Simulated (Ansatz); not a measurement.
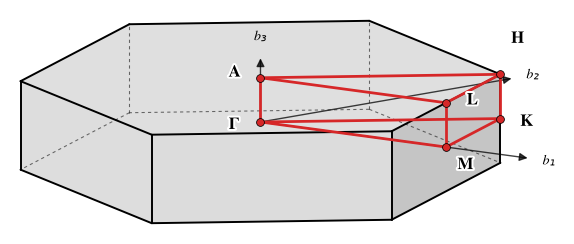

The figure shows the first Brillouin zone with its special points and a band path. Crystal: P, coordinates from a relaxation with DFT, BLYP, plane waves (420 eV) with PAW, scalar-relativistic (Ansatz); the starting structure was generated, so it need not be a known form of this composition. The drawing is computed from the coordinates (standard cell, symmetry found to 0.002 Å).

Labels and path follow the convention of Hinuma et al. (2017), as computed by seekpath; the arrows show the directions of the reciprocal primitive vectors b₁, b₂, b₃.

Question: Which Bravais lattice has this zone?

Answer: A primitive hexagonal lattice (hP; extended symbol hP2). The zone is a hexagonal prism in its combinatorial type: 8 faces (6 with 4 edges, 2 with 6 edges), 18 edges, 12 vertices.

Question: Write the standard path through the labelled points.

Answer: Γ–M–K–Γ–A–L–H–A | L–M | H–K
